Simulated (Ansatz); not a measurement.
```cif
data_structure
_symmetry_space_group_name_H-M 'P 1'
_symmetry_Int_Tables_number 1
_cell_length_a 10.4600
_cell_length_b 10.4600
_cell_length_c 10.4600
_cell_angle_alpha 90.000
_cell_angle_beta 90.000
_cell_angle_gamma 90.000
_cell_volume 1144.45
loop_
_atom_site_label
_atom_site_type_symbol
_atom_site_fract_x
_atom_site_fract_y
_atom_site_fract_z
_atom_site_occupancy
K1 K 0.99997 0.99718 0.96459 1
K2 K 0.49975 0.01183 0.98309 1
K3 K 0.99994 0.52075 0.01365 1
K4 K 0.99996 0.99718 0.53543 1
K5 K 0.23298 0.23844 0.25002 1
K6 K 0.49984 0.48147 0.00975 1
K7 K 0.49975 0.01183 0.51697 1
K8 K 0.76676 0.23835 0.25002 1
K9 K 0.99994 0.52075 0.48643 1
K10 K 0.25868 0.76944 0.25003 1
K11 K 0.21439 0.25346 0.75001 1
K12 K 0.49984 0.48147 0.49030 1
K13 K 0.74105 0.76951 0.25002 1
K14 K 0.78546 0.25364 0.75001 1
K15 K 0.26327 0.72937 0.75004 1
K16 K 0.73665 0.72955 0.75004 1
H1 H 0.99901 0.12463 0.75000 1
```

Computed without spin polarisation.

Theory: DFT PBEsol, scalar-relativistic, plane waves, PAW (Ansatz).

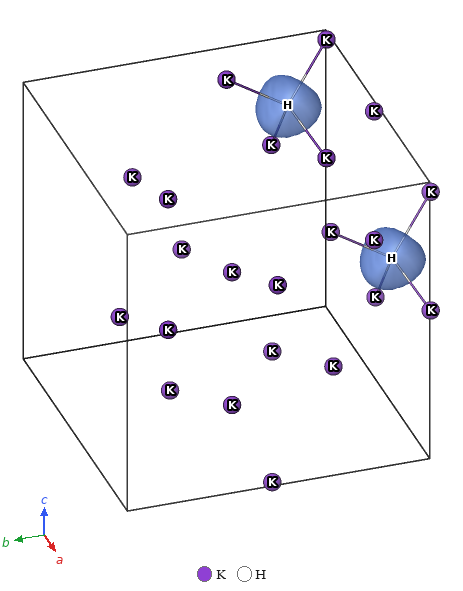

K₁₆H (cell with a defect). Isosurface of the ELF at 0.9 (blue), seen at an oblique angle. Core shells and regions of very low density are left out. Sticks mark near contacts.

In a PAW calculation such maps are meaningful between the atoms, not at the nuclei.

Q: Describe the localisation domains.

A: The surface consists of one region around a hydrogen nucleus, counted in one cell of 17 atoms. Regions shared between cells count once. Along the contacts the grid gives the following. K–H (2.61 Å): the ELF climbs to about 1 towards the hydrogen.

Q: Metal or insulator at this level of theory?

A: It is metallic or semimetallic at this level of theory: no gap opens.
